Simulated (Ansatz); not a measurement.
**Run report: SrCl₂, Wannier-function calculation**

The run: Wannier-function calculation of SrCl₂ (P-3m1, 3 atoms in the cell). Method and program: maximally localised Wannier functions of PBE bands, plane waves, PAW, no spin polarisation (Ansatz 0.2.0).

The structure was built on a prototype by a generator. The geometry comes from this level: r2scan-rvv10. It belongs to a series of runs on one base structure; here: anion p.

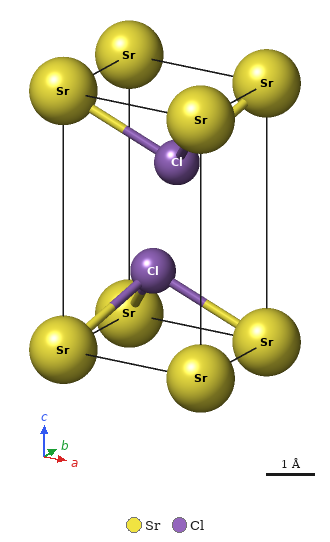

*The structure as given in the input (ball-and-stick view of the cell of the calculation, seen slightly off an axis). An atom can appear more than once, as a periodic image.*

Near neighbours in the periodic cell (some may lie outside the picture): Sr has 6 Cl at 2.90 Å; Cl has 3 Sr at 2.90 Å.

The input:
```yaml
crystal:
  lattice:
    - [4.4072489047, 0.0, 0.0]
    - [-2.2036244524, 3.8167895123, 0.0]
    - [0.0, 0.0, 5.5960649706]
  atoms:
    - { symbol: Sr, position: [0.0, 0.0, 0.0] }
    - { symbol: Cl, position: [0.3333333333, 0.6666666667, 0.2486950243] }
    - { symbol: Cl, position: [0.6666666667, 0.3333333333, 0.7513049757] }
kpoints:
  mp_grid: { grid: [6, 6, 4] }
  band_path:
    path:
      - [[0.0, 0.0, 0.0], [0.5, 5.863736440013e-17, 5.618698607482e-20], [0.3333333333333, 0.3333333333333, 3.745799071655e-20], [0.0, 0.0, 0.0], [-1.699305226257e-36, 1.384576897273e-36, 0.5], [0.5, 5.862864359813e-17, 0.5], [0.3333333333333, 0.3333333333333, 0.5], [-1.699305226257e-36, 1.384576897273e-36, 0.5]]
      - [[0.5, 5.862864359813e-17, 0.5], [0.5, 5.863736440013e-17, 5.618698607482e-20]]
      - [[0.3333333333333, 0.3333333333333, 0.5], [0.3333333333333, 0.3333333333333, 3.745799071655e-20]]
    npoints: 10
hamiltonian:
  xc: pbe
scf:
  occupations: { method: fixed }
  n_extra_bands: 6
output:
  forces: false
  stress: false
  eigenvalues: true
  wannier:
    kmesh: [6, 6, 4]
    projections: [{ species: Cl, l: p, shell: 3 }]
    minimise: true
    write_hr: true
    conv_tol: 1.0e-08
    max_iter: 3000
```

File wannier.win:
```
! ansatz wannier90 interface
! projections by site (counted from 0) and shell: 1 3P, 2 3P
! states of the run's bands (counted from 1): 7-12
! their least projectability: 0.9438
num_bands = 6
num_wann  = 6
num_iter  = 2000
conv_tol = 1e-8
conv_window = 5
guiding_centres = true
shell_list = 2 1
write_hr = true

begin unit_cell_cart
Ang
        4.407248904716546    2.886750687844235e-11                      0.0
       -2.203624452383273       3.8167895122712374                      0.0
                      0.0                      0.0             5.5960649706
end unit_cell_cart

begin atoms_frac
Sr                       0.0                      0.0                      0.0
Cl        0.3333333333333333       0.6666666666666666             0.2486950243
Cl        0.6666666666666666       0.3333333333333333             0.7513049757
end atoms_frac

mp_grid = 6 6 4
```

Machine: 4 threads of Arm Neoverse V2, 24 GiB of memory available, shared host.

Command:
```bash
ansatz run input.yaml --threads 4 --pin off --max-ram 3686MiB --backend cpu --events-out ev --progress --plain --runs-dir out
```

The program's output:
```
scf.n_extra_bands = 6 over 12 filled bands (N_el = 24.0): the run solves 18 bands
Engine: ansatz 0.2.0, aarch64-unknown-linux-gnu
Pseudopotentials: kind: paw
Pseudopotential: Sr, paw, valence charge 10, recommended cutoff 420 eV (normal), Sr.paw.azcp
Pseudopotential: Cl, paw, valence charge 7, recommended cutoff 420 eV (normal), Cl.paw.azcp
Functional definition: PBE
  parameter kappa = 0.804
  parameter beta = 0.06672455060314922
  exchange = pbe_x(kappa = kappa, mu = beta*pi^2/3)
  correlation = pbe_c(beta = beta)
Crystal: 3 atoms, lattice volume = 94.134 Å³
Basis set: ecut = 420 eV, 1825 PW (Γ)
Bands: 18, of which v1, the nominal top of the filled ones, is band 12 counted from 1 (11 counted from 0)
Symmetry: 12 space group operations
Space group: P-3m1 (ITA 164), of the structure as read, at distance tolerance 4.5e-5 Å
k-points: 24 of 144
Non-local potential: Sr, projectors of the file, l = 0: 3, l = 1: 2, l = 2: 2
Non-local potential: Cl, projectors of the file, l = 0: 2, l = 1: 2, l = 2: 2
PAW form: soft (Blöchl's): semilocal exchange-correlation on the pseudo side does not see the compensation charge
PAW one-centre angular grid: Sr, 110 points (default); XC on 64 Gauss nodes
PAW one-centre angular grid: Cl, 110 points (default); XC on 64 Gauss nodes
Initial density: superposition of atomic densities (neutral atoms: chi_scale 0, normalization atom), corrected by the library's trained network
Initial wavefunctions: pseudopotential atomic-orbital guess
Functional: x = pbe(κ = 0.804, μ = 0.2195149727645171), c = pbe(β = 0.06672455060314922)
SCF iter   1: F=—  HF=-5710.543824 eV  |F-HF|=—  |Δ(HF+E_count)|=         —  Δρ=6.42e-4  dr2=6.03e-4  ethr=1.77e-3  ⟨swp⟩=6.7  Hψ=2503  notcnv=0  defer=77
preconditioner: auto → Resta (q_TF=auto, 2.173 Å⁻¹)  ε∞=2.5  [insulator: Δε(μ)=5.160 eV  Ē_g=14.474 eV  n_scr=20 (ndim 8)  ℏωp=18.0 eV  f_vac=0.099  ε∞_Penn≈2.5]
SCF iter   2: F=—  HF=-5710.544514 eV  |F-HF|=—  |Δ(HF+E_count)|=   6.89e-4  Δρ=2.96e-4  dr2=1.22e-4  ethr=2.51e-6  ⟨swp⟩=2.9  Hψ=1089  notcnv=0  defer=92
SCF iter   3: F=—  HF=-5710.544562 eV  |F-HF|=—  |Δ(HF+E_count)|=   4.85e-5  Δρ=8.78e-5  dr2=9.90e-6  ethr=5.06e-7  ⟨swp⟩=2.0  Hψ=590  notcnv=0  defer=92
SCF iter   4: F=—  HF=-5710.544571 eV  |F-HF|=—  |Δ(HF+E_count)|=   8.46e-6  Δρ=3.46e-5  dr2=1.69e-6  ethr=4.12e-8  ⟨swp⟩=2.7  Hψ=644  notcnv=0  defer=58
iter 5 did not close the SCF: its close was put off for the readings that it lacked (scf_convergence_deferred on its scf_iter line)
SCF iter   5: F=-5710.544572 eV  HF=-5710.544572 eV  |F-HF|=8.89e-8  |Δ(HF+E_count)|=   9.09e-7  Δρ=7.95e-6  dr2=5.89e-8  ethr=7.06e-9  ⟨swp⟩=2.2  Hψ=580  notcnv=0  defer=61
SCF iter   6: F=-5710.544572 eV  HF=-5710.544572 eV  |F-HF|=3.90e-9  |Δ(HF+E_count)|=   1.00e-7  Δρ=1.88e-6  dr2=3.44e-9  ethr=2.45e-10  ⟨swp⟩=9.5  Hψ=2491  notcnv=0
SCF 1 converged in 6 iterations: F = -5710.544572 eV  dr2 = 3.44e-9
  greatest PAW one-centre occupation: 0.987 electrons in one spin orbital (limit 2), on the Sr atom at site 0 (counted from 0), in its partial waves of l = 0
NSCF: frozen V_eff on 93 k-points
NSCF: frozen V_eff on 27 k-points
the Wannier pass solved 27 of the 144 points of its mesh, and has the states at the others by symmetry: states obtained by the crystal's operations at points that were solved too leave a residual of 2.21e-13 eV (read by the count's bands and the next), within 1.11e-5 eV
SCF converged after 6 iterations
Free energy (F): -5710.544572 eV
Harris-Foulkes:  -5710.544572 eV  (|F-HF|=3.90e-9)
Internal energy: -5710.544572 eV  (E = F + TS)
E sigma→0 (E₀):  -5710.544572 eV
Fermi energy:    1.910886 eV
--- Per-component energies (eV) ---
  E_band       = -170.572940
  E_kinetic    = 568.722439
  E_local      = -1312.564755  (includes V_loc(G=0)·N_el)
  E_nonlocal   = 258.998493
  E_hartree    = 378.285999
  E_xc         = -388.924327
  E_vxc        = -407.765853  (∫ρ·V_xc dr)
  E_paw        = -4013.355299  (= ΣΔE_a)
  E_vpaw       = -34.535669  (= ΣTr[D̂ρ^β])
  E_aug_tail   = 0.000179  (compensation charges beyond the density's cutoff)
  E_ewald      = -1201.707301
  E_smearing   = -0.000000  (= −TS)
  E_closure    = 0.000000  (closes the sum)
  Σ components = -5710.544572   (vs F -5710.544572, Δ=0.00e0)
--- Band table (eV; the first three rows and the last of 24) ---
  k-point 0: bands = ["-30.6959", "-12.9731", "-12.6751", "-12.6751", "-11.0125", "-10.2962", "-0.0138", "0.4653", "0.4653", "1.4543", "1.4543", "1.9109", "7.0740", "8.6066", "8.6066", "9.3381", "9.4760", "10.1968"]
  k-point 1: bands = ["-30.6959", "-12.9855", "-12.6749", "-12.6749", "-10.9401", "-10.3624", "0.1922", "0.5230", "0.5230", "1.3727", "1.3727", "1.5380", "7.6491", "8.4723", "8.4723", "9.2813", "9.7625", "10.4211"]
  k-point 2: bands = ["-30.6959", "-12.9975", "-12.6748", "-12.6748", "-10.8462", "-10.4504", "0.5934", "0.5934", "0.6172", "0.9665", "1.2789", "1.2789", "8.3507", "8.3507", "8.5383", "9.1498", "9.7753", "10.6966"]
  k-point 23: bands = ["-30.6857", "-12.9686", "-12.9686", "-12.7690", "-10.4876", "-10.4876", "0.2871", "0.2871", "0.5093", "0.9093", "1.4161", "1.4161", "9.0790", "9.0790", "9.2111", "10.5646", "10.6919", "10.6919"]
Wannier search: line search 1 of at most 3000: gauge-dependent spread (as the search counts it) 0.0284610 Å², largest recent change 5.8e-4 Å² and fall left 3.5e-6 Å² against conv_tol 1.0e-8 Å², 0 stops escaped
```

File wannier.spreads.toml:
```
omega_i_ang2 = 8.820308447797814
omega_d_ang2 = 0.0007783330657545108
omega_od_ang2 = 0.027632006956067007
omega_total_ang2 = 8.848718787819635
least_projectability = 0.9437843802849741
b_vectors_match_mmn = true
n_iter = 22
converged = true
rejected_fitted_steps = 0

[[wannier]]
r = [0.004467153933490341, 2.5470998652446997, 1.3349494526984276]
spread = 1.4382948845346117

[[wannier]]
r = [2.208091606759189, 1.2696896473395223, 4.261115517824195]
spread = 1.438294885396008

[[wannier]]
r = [2.216895555480184, 1.3007651934859523, 4.2781527026602655]
spread = 1.4930312649411164

[[wannier]]
r = [0.013271101879704875, 2.516024317772139, 1.3179122681743964]
spread = 1.49303126523683

[[wannier]]
r = [2.1855444287512036, 1.246532114200265, 4.278152567524949]
spread = 1.4930332437795357

[[wannier]]
r = [-0.018080022113401605, 2.570257398782458, 1.3179124032580303]
spread = 1.4930332439316665

[[curvature_check]]
after_line_search = 8
omega_tilde_before_ang2 = 0.028433227715075546
krylov_steps = 22
lowest_ritz_value_ang2 = -0.0003568891793274731
residual_ang2 = 6.675344523624384e-19
settled = true
first_negative_step = 4
curvature_along_ang2 = -0.000356889178665959
angle_rad = 0.15394051758781066
omega_tilde_after_ang2 = 0.02842287010169542
outcome = "escaped"

[[curvature_check]]
after_line_search = 22
omega_tilde_before_ang2 = 0.02841034002182152
krylov_steps = 19
lowest_ritz_value_ang2 = 0.00037457156672595276
residual_ang2 = 1.9524710750889927e-13
settled = true
outcome = "no-negative-curvature"
```

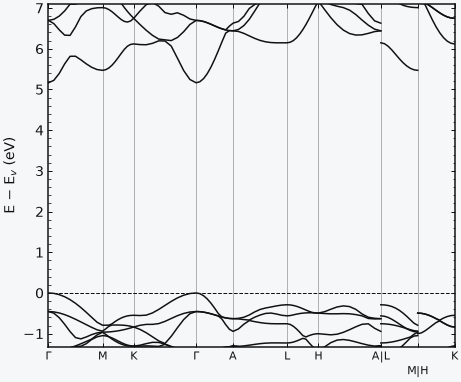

*Band structure along Γ–M–K–Γ–A–L–H–A|L–M|H–K, with energies from the valence-band top.*

There is a gap of 5.16 eV on this path, direct, at Γ.

Results in brief:

| quantity | value |
| --- | --- |
| outcome | converged |
| space group (tolerance 0.01 Å) | P-3m1 (164) |
| electrons treated | 24 |
| free energy | −5710.5446 eV |
| total spread of the Wannier functions | 8.849 Å² |
| Fermi energy | 1.911 eV |
| gap on the k-point mesh | 5.16 eV |
| wall time | 2.7 s (CPU time 9.8 s) |
| peak memory | 0.33 GiB |
